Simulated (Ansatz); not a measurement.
# Geometry relaxation, with input and output: C$_{9}$H (part 1 of 3)

- system: C$_{9}$H (slab, 10 atoms in the cell)
- method: DFT PBE+D3(BJ), scalar-relativistic, plane waves, PAW, no spin polarisation (Ansatz 0.2.0)

The structure derives from a Materials Project entry. The input holds or restrains some coordinates. Forces given for the steps count only the free coordinates. It belongs to a series of runs on one base structure; here: CH put at a hollow C-C site.

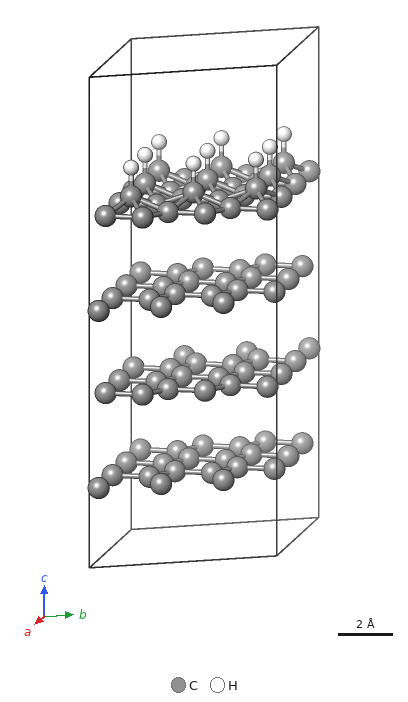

Fig. 1: The structure as given in the input (ball-and-stick view of the 3 × 3 repeat of the cell, with the vacuum cut short, seen slightly off an axis). An atom can appear more than once, as a periodic image. Near neighbours in the periodic cell (some may lie outside the picture): C has 3 C at 1.42 Å; C has 6 C at 1.42 to 1.52 Å; C has 6 C at 1.52 Å and 1 H at 1.10 Å; H has 1 C at 1.10 Å.

### Input file
```yaml
crystal:
  lattice:
    - [2.4655379958, 0.0, 0.0]
    - [-1.2327689979, 2.1341461202, 0.0]
    - [0.0, 0.0, 30.2985170553]
  atoms:
    - { symbol: C, position: [0.0833101793, 0.1666203587, 0.2805417831] }
    - { symbol: C, position: [0.4166898206, 0.8333796413, 0.2805417831] }
    - { symbol: C, position: [0.5833101794, 0.1666203587, 0.3927430896] }
    - { symbol: C, position: [0.9166898206, 0.8333796413, 0.3927430896] }
    - { symbol: C, position: [0.0833101793, 0.1666203587, 0.5049416718] }
    - { symbol: C, position: [0.4166898206, 0.8333796413, 0.5049416718] }
    - { symbol: C, position: [0.5833101794, 0.1666203587, 0.6171429784] }
    - { symbol: C, position: [0.9166898206, 0.8333796413, 0.6171429784] }
    - { symbol: C, position: [0.25, 0.5, 0.6349656328] }
    - { symbol: H, position: [0.25, 0.5, 0.6712710401] }
basis:
  ecutwfc: 420
kpoints:
  mp_grid: { grid: [12, 12, 1] }
hamiltonian:
  xc: pbe
  dispersion: d3bj
scf:
  occupations: { method: gaussian, width: 0.1 }
output:
  forces: true
  eigenvalues: true
  write_density: true
  write_potential: true
  elf: true
  volumetric_format: npy
relax:
  adjacent_minimum: "off"
  f_tol: 0.03
  max_steps: 70
  constraints: [{ sites: [0, 1, 2, 3] }]
efield:
  axis: 3
  dipole_correction: true
  ramp_width: 0.04
```

Launched with:
```bash
ansatz run input.yaml --threads 2 --pin off --max-ram 5120MiB --backend cpu --events-out ev --progress --plain --runs-dir out
```

### The program's output
```
Engine: ansatz 0.2.0, x86_64-unknown-linux-gnu
Pseudopotentials: kind: paw
Pseudopotential: C, paw, valence charge 4, recommended cutoff 420 eV (normal), C.paw.azcp
Pseudopotential: H, paw, valence charge 1, recommended cutoff 420 eV (normal), H.paw.azcp
Functional definition: PBE
  parameter kappa = 0.804
  parameter beta = 0.06672455060314922
  exchange = pbe_x(kappa = kappa, mu = beta*pi^2/3)
  correlation = pbe_c(beta = beta)
Crystal: 10 atoms, lattice volume = 159.425 Å³
Basis set: ecut = 420 eV, 2999 PW (Γ), exchange–correlation on 36×36×432 points (8 copies of the dense FFT grid, shifted against one another)
Bands: 29, of which v1, the nominal top of the filled ones, is band 19 counted from 1 (18 counted from 0)
Symmetry: 4 space group operations
Space group: Cmm2 (ITA 35), of the structure as read, at distance tolerance 5.4e-5 Å
k-points: 43 of 144
Non-local potential: C, projectors of the file, l = 0: 2, l = 1: 2, l = 2: 1
Non-local potential: H, projectors of the file, l = 0: 2, l = 1: 1
PAW form: soft (Blöchl's): semilocal exchange-correlation on the pseudo side does not see the compensation charge
PAW one-centre angular grid: C, 110 points (default); XC on 64 Gauss nodes
PAW one-centre angular grid: H, 110 points (default); XC on 64 Gauss nodes
Initial density: superposition of atomic densities (neutral atoms: chi_scale 0, normalization atom), corrected by the library's trained network
Initial wavefunctions: pseudopotential atomic-orbital guess
Functional: x = pbe(κ = 0.804, μ = 0.2195149727645171), c = pbe(β = 0.06672455060314922)
SCF iter   1: F=—  HF=-2262.365210 eV  |F-HF|=—  |Δ(HF+E_count)|=         —  Δρ=3.22e-2  dr2=3.47e1  ethr=1.77e-3  p=0.096 e·Å  D=1.09e-1 V/Å  ΔV_dip=-3.31 eV  dr2_dipole=1.36e1  V_vac-E_F(+/−)=3.06/6.37 eV  ⟨swp⟩=9.4  Hψ=8044  notcnv=0  defer=57
efield: sawtooth ramp at fractional position 0.9559 (placed from the atoms, in the widest stretch of the axis that holds none; the zero of the levels goes with the place), width 0.0400; the density the first Hamiltonian is built on has a dipole p = 0.096 e·Å; the dipole correction subtracts the counter field D = 1.09e-1 V/Å, which shifts the + side's vacuum level by -3.31 eV against the − side's; the planar-averaged density in the ramp window peaks in size at 4.2e-5 e/Å³
preconditioner: auto → LDOS  [metal: Δε(μ)=0.025 eV  Ē_g=15.088 eV  σ=0.100 eV  W_gap=0.14  n_scr=20 (ndim 8)  ℏωp=17.6 eV  f_vac=0.513  D(μ)=1.87/eV (n_scr^D=14)  β→1.0]
SCF iter   2: F=—  HF=-2262.060790 eV  |F-HF|=—  |Δ(HF+E_count)|=   3.04e-1  Δρ=2.35e-2  dr2=1.58e1  ethr=1.77e-3  p=0.163 e·Å  D=1.85e-1 V/Å  ΔV_dip=-5.59 eV  dr2_dipole=1.05e1  V_vac-E_F(+/−)=-0.40/5.19 eV  ⟨swp⟩=4.3  Hψ=3097  notcnv=0  defer=172
SCF iter   3: F=—  HF=-2261.304115 eV  |F-HF|=—  |Δ(HF+E_count)|=   7.57e-1  Δρ=6.33e-3  dr2=7.13e-1  ethr=1.77e-3  p=0.115 e·Å  D=1.31e-1 V/Å  ΔV_dip=-3.95 eV  dr2_dipole=3.26e-1  V_vac-E_F(+/−)=0.88/4.83 eV  ⟨swp⟩=3.6  Hψ=2747  notcnv=0  defer=183
SCF iter   4: F=—  HF=-2261.226730 eV  |F-HF|=—  |Δ(HF+E_count)|=   7.74e-2  Δρ=2.85e-3  dr2=6.69e-2  ethr=1.77e-3  p=0.106 e·Å  D=1.21e-1 V/Å  ΔV_dip=-3.66 eV  dr2_dipole=1.27e-2  V_vac-E_F(+/−)=0.50/4.14 eV  ⟨swp⟩=2.3  Hψ=1800  notcnv=0  defer=182
SCF iter   5: F=—  HF=-2261.216207 eV  |F-HF|=—  |Δ(HF+E_count)|=   1.05e-2  Δρ=1.12e-3  dr2=3.76e-2  ethr=1.81e-4  p=0.105 e·Å  D=1.20e-1 V/Å  ΔV_dip=-3.62 eV  dr2_dipole=5.35e-3  V_vac-E_F(+/−)=0.65/4.25 eV  ⟨swp⟩=2.4  Hψ=2205  notcnv=0  defer=178
SCF iter   6: F=—  HF=-2261.213228 eV  |F-HF|=—  |Δ(HF+E_count)|=   2.98e-3  Δρ=4.66e-4  dr2=2.74e-3  ethr=1.02e-4  p=0.098 e·Å  D=1.11e-1 V/Å  ΔV_dip=-3.35 eV  dr2_dipole=3.16e-4  V_vac-E_F(+/−)=0.91/4.26 eV  ⟨swp⟩=1.9  Hψ=1321  notcnv=0  defer=178
SCF iter   7: F=—  HF=-2261.214594 eV  |F-HF|=—  |Δ(HF+E_count)|=   1.37e-3  Δρ=4.22e-4  dr2=1.44e-3  ethr=7.42e-6  p=0.086 e·Å  D=9.81e-2 V/Å  ΔV_dip=-2.97 eV  dr2_dipole=2.87e-5  V_vac-E_F(+/−)=1.29/4.26 eV  ⟨swp⟩=2.2  Hψ=1823  notcnv=0  defer=188
SCF iter   8: F=—  HF=-2261.214325 eV  |F-HF|=—  |Δ(HF+E_count)|=   2.69e-4  Δρ=1.33e-4  dr2=1.93e-4  ethr=3.89e-6  p=0.085 e·Å  D=9.65e-2 V/Å  ΔV_dip=-2.92 eV  dr2_dipole=5.05e-5  V_vac-E_F(+/−)=1.36/4.28 eV  ⟨swp⟩=2.2  Hψ=1679  notcnv=0  defer=188
SCF iter   9: F=—  HF=-2261.214287 eV  |F-HF|=—  |Δ(HF+E_count)|=   3.86e-5  Δρ=4.90e-5  dr2=1.14e-4  ethr=5.23e-7  p=0.085 e·Å  D=9.68e-2 V/Å  ΔV_dip=-2.93 eV  dr2_dipole=5.39e-5  V_vac-E_F(+/−)=1.35/4.29 eV  ⟨swp⟩=2.1  Hψ=1607  notcnv=0  defer=188
SCF iter  10: F=—  HF=-2261.214303 eV  |F-HF|=—  |Δ(HF+E_count)|=   1.59e-5  Δρ=2.80e-5  dr2=3.93e-5  ethr=3.08e-7  p=0.087 e·Å  D=9.87e-2 V/Å  ΔV_dip=-2.99 eV  dr2_dipole=2.68e-5  V_vac-E_F(+/−)=1.29/4.28 eV  ⟨swp⟩=1.6  Hψ=1218  notcnv=0  defer=187
SCF iter  11: F=-2261.214311 eV  HF=-2261.214317 eV  |F-HF|=5.54e-6  |Δ(HF+E_count)|=   1.38e-5  Δρ=2.78e-5  dr2=5.54e-6  ethr=6.08e-8  p=0.090 e·Å  D=1.02e-1 V/Å  ΔV_dip=-3.10 eV  dr2_dipole=3.61e-6  V_vac-E_F(+/−)=1.18/4.29 eV  ⟨swp⟩=25.8  Hψ=14054  notcnv=0
SCF 1 converged in 11 iterations: F = -2261.214311 eV  dr2 = 5.54e-6
  Residual-converged pass: ⟨swp⟩=1.0  Hψ=1419  notcnv=0  max |occ|·‖R‖ = 7.1e-9 eV (tolerance 1.0e-8 eV)  dr2=5.54e-6  dr2_onsite=1.54e-8  max |Δocc| = 4.8e-10
  greatest PAW one-centre occupation: 0.695 electrons in one spin orbital (limit 2), on the C atom at site 8 (counted from 0), in its partial waves of l = 0
relax step   1: F+E_penalty+E_count = -2261.21431098 eV  Δ(F+E_penalty+E_count) = +0.000e0 eV  max|allowed force component| = 1.104e1 eV/Å  Δτ_max = 0.0000 Å  (11 SCF iters, dr2 threshold 2.25e-5 eV, accepted)
Initial density: handed on by an earlier stage of this run
Initial wavefunctions: those handed on with the density
iter 1 solved again at ethr=1.94e-3 eV; its pass at ethr=3.10e-3 eV (dr2=7.19e-1 eV) is discarded
SCF iter   1: F=—  HF=-2262.496599 eV  |F-HF|=—  |Δ(HF+E_count)|=         —  Δρ=2.02e-2  dr2=7.29e-1  ethr=1.94e-3  p=0.090 e·Å  D=1.02e-1 V/Å  ΔV_dip=-3.10 eV  dr2_dipole=1.49e-2  V_vac-E_F(+/−)=1.14/4.24 eV  ⟨swp⟩=1.0  Hψ=6114  notcnv=0  defer=103
efield: sawtooth ramp at fractional position 0.9559 (handed on by an earlier solve), width 0.0400; the density the first Hamiltonian is built on has a dipole p = 0.090 e·Å; the dipole correction subtracts the counter field D = 1.02e-1 V/Å, which shifts the + side's vacuum level by -3.10 eV against the − side's; the planar-averaged density in the ramp window peaks in size at 3.2e-6 e/Å³
preconditioner: auto → LDOS  [insulator: Δε(μ)=0.159 eV  Ē_g=15.197 eV  σ=0.100 eV  W_gap=0.72  n_scr=20 (ndim 8)  ℏωp=17.8 eV  f_vac=0.518  D(μ)=0.46/eV (n_scr^D=6)  ε∞_Penn≈2.4  β→1.0]
SCF iter   2: F=—  HF=-2262.677316 eV  |F-HF|=—  |Δ(HF+E_count)|=   1.81e-1  Δρ=1.59e-2  dr2=2.16e0  ethr=1.94e-3  p=0.107 e·Å  D=1.21e-1 V/Å  ΔV_dip=-3.67 eV  dr2_dipole=3.08e-1  V_vac-E_F(+/−)=0.79/4.46 eV  ⟨swp⟩=3.2  Hψ=2515  notcnv=0  defer=103  recentre
SCF iter   3: F=—  HF=-2262.310883 eV  |F-HF|=—  |Δ(HF+E_count)|=   3.66e-1  Δρ=4.78e-3  dr2=5.07e-2  ethr=1.94e-3  p=0.074 e·Å  D=8.45e-2 V/Å  ΔV_dip=-2.56 eV  dr2_dipole=2.21e-2  V_vac-E_F(+/−)=1.58/4.14 eV  ⟨swp⟩=3.0  Hψ=2538  notcnv=0  defer=172
SCF iter   4: F=—  HF=-2262.304637 eV  |F-HF|=—  |Δ(HF+E_count)|=   6.25e-3  Δρ=9.48e-4  dr2=8.97e-3  ethr=1.37e-4  p=0.082 e·Å  D=9.30e-2 V/Å  ΔV_dip=-2.82 eV  dr2_dipole=1.39e-3  V_vac-E_F(+/−)=1.55/4.36 eV  ⟨swp⟩=2.1  Hψ=1767  notcnv=0  defer=194
SCF iter   5: F=—  HF=-2262.304010 eV  |F-HF|=—  |Δ(HF+E_count)|=   6.26e-4  Δρ=3.25e-4  dr2=5.42e-4  ethr=2.42e-5  p=0.083 e·Å  D=9.45e-2 V/Å  ΔV_dip=-2.86 eV  dr2_dipole=3.75e-4  V_vac-E_F(+/−)=1.40/4.26 eV  ⟨swp⟩=1.9  Hψ=1342  notcnv=0  defer=194
SCF iter   6: F=—  HF=-2262.304018 eV  |F-HF|=—  |Δ(HF+E_count)|=   7.93e-6  Δρ=1.82e-4  dr2=3.38e-4  ethr=1.47e-6  p=0.088 e·Å  D=9.96e-2 V/Å  ΔV_dip=-3.02 eV  dr2_dipole=1.78e-5  V_vac-E_F(+/−)=1.29/4.31 eV  ⟨swp⟩=2.0  Hψ=1935  notcnv=0  defer=198
SCF iter   7: F=-2262.303908 eV  HF=-2262.303964 eV  |F-HF|=5.64e-5  |Δ(HF+E_count)|=   5.42e-5  Δρ=5.34e-5  dr2=5.06e-5  ethr=2.70e-7  p=0.088 e·Å  D=1.00e-1 V/Å  ΔV_dip=-3.03 eV  dr2_dipole=1.23e-5  V_vac-E_F(+/−)=1.25/4.29 eV  ⟨swp⟩=23.2  Hψ=13658  notcnv=0
SCF 2 converged in 7 iterations: F = -2262.303908 eV  dr2 = 5.06e-5
  greatest PAW one-centre occupation: 0.690 electrons in one spin orbital (limit 2), on the C atom at site 8 (counted from 0), in its partial waves of l = 0
relax step   2: F+E_penalty+E_count = -2262.30390779 eV  Δ(F+E_penalty+E_count) = -1.090e0 eV  max|allowed force component| = 9.738e0 eV/Å  Δτ_max = 0.1312 Å  (7 SCF iters, dr2 threshold 1.00e-4 eV, accepted)
[... from here on the SCF iterations and repeated set-up lines of each step are left out, up to the last step ...]
SCF 3 converged in 9 iterations: F = -2264.395537 eV  dr2 = 3.88e-5
relax step   3: F+E_penalty+E_count = -2264.39553719 eV  Δ(F+E_penalty+E_count) = -2.092e0 eV  max|allowed force component| = 5.997e0 eV/Å  Δτ_max = 0.1948 Å  (9 SCF iters, dr2 threshold 1.00e-4 eV, accepted)
SCF 4 converged in 8 iterations: F = -2266.039919 eV  dr2 = 4.52e-5
relax step   4: F+E_penalty+E_count = -2266.03991876 eV  Δ(F+E_penalty+E_count) = -1.644e0 eV  max|allowed force component| = 4.635e0 eV/Å  Δτ_max = 0.1940 Å  (8 SCF iters, dr2 threshold 1.00e-4 eV, accepted)
SCF 5 converged in 12 iterations: F = -2267.726652 eV  dr2 = 2.16e-5
relax step   5: F+E_penalty+E_count = -2267.72665215 eV  Δ(F+E_penalty+E_count) = -1.687e0 eV  max|allowed force component| = 2.773e0 eV/Å  Δτ_max = 0.1948 Å  (12 SCF iters, dr2 threshold 1.00e-4 eV, accepted)
SCF 6 converged in 15 iterations: F = -2269.533677 eV  dr2 = 1.41e-6
relax step   6: F+E_penalty+E_count = -2269.53367731 eV  Δ(F+E_penalty+E_count) = -1.807e0 eV  max|allowed force component| = 2.640e0 eV/Å  Δτ_max = 0.1990 Å  (15 SCF iters, dr2 threshold 1.00e-4 eV, accepted)
SCF 7 converged in 7 iterations: F = -2270.401226 eV  dr2 = 4.31e-5
relax step   7: F+E_penalty+E_count = -2270.40122578 eV  Δ(F+E_penalty+E_count) = -8.675e-1 eV  max|allowed force component| = 1.341e0 eV/Å  Δτ_max = 0.1949 Å  (7 SCF iters, dr2 threshold 1.00e-4 eV, accepted)
SCF 8 converged in 6 iterations: F = -2270.827928 eV  dr2 = 1.42e-5
relax step   8: F+E_penalty+E_count = -2270.82792780 eV  Δ(F+E_penalty+E_count) = -4.267e-1 eV  max|allowed force component| = 1.287e0 eV/Å  Δτ_max = 0.1902 Å  (6 SCF iters, dr2 threshold 1.00e-4 eV, accepted)
SCF 9 converged in 6 iterations: F = -2271.021986 eV  dr2 = 2.12e-5
relax step   9: F+E_penalty+E_count = -2271.02198598 eV  Δ(F+E_penalty+E_count) = -1.941e-1 eV  max|allowed force component| = 1.222e0 eV/Å  Δτ_max = 0.1949 Å  (6 SCF iters, dr2 threshold 1.00e-4 eV, accepted)
SCF 10 converged in 5 iterations: F = -2271.102374 eV  dr2 = 5.96e-5
relax step  10: F+E_penalty+E_count = -2271.10237355 eV  Δ(F+E_penalty+E_count) = -8.039e-2 eV  max|allowed force component| = 3.367e-1 eV/Å  Δτ_max = 0.1942 Å  (5 SCF iters, dr2 threshold 1.00e-4 eV, accepted)
SCF 11 converged in 9 iterations: F = -2271.151666 eV  dr2 = 3.88e-9
relax step  11: F+E_penalty+E_count = -2271.15166581 eV  Δ(F+E_penalty+E_count) = -4.929e-2 eV  max|allowed force component| = 1.803e-1 eV/Å  Δτ_max = 0.2000 Å  (9 SCF iters, dr2 threshold 8.61e-6 eV, accepted)
SCF 12 converged in 10 iterations: F = -2271.186237 eV  dr2 = 6.84e-10
relax step  12: F+E_penalty+E_count = -2271.18623728 eV  Δ(F+E_penalty+E_count) = -3.457e-2 eV  max|allowed force component| = 9.474e-2 eV/Å  Δτ_max = 0.2000 Å  (10 SCF iters, dr2 threshold 2.47e-6 eV, accepted)
SCF 13 converged in 10 iterations: F = -2271.209070 eV  dr2 = 8.15e-10
relax step  13: F+E_penalty+E_count = -2271.20906971 eV  Δ(F+E_penalty+E_count) = -2.283e-2 eV  max|allowed force component| = 6.325e-2 eV/Å  Δτ_max = 0.1906 Å  (10 SCF iters, dr2 threshold 2.48e-6 eV, accepted)
SCF 14 converged in 10 iterations: F = -2271.222128 eV  dr2 = 3.88e-10
relax step  14: F+E_penalty+E_count = -2271.22212834 eV  Δ(F+E_penalty+E_count) = -1.306e-2 eV  max|allowed force component| = 1.567e-1 eV/Å  Δτ_max = 0.1943 Å  (10 SCF iters, dr2 threshold 1.10e-6 eV, accepted)
SCF 15 converged in 7 iterations: F = -2271.230922 eV  dr2 = 2.90e-6
```
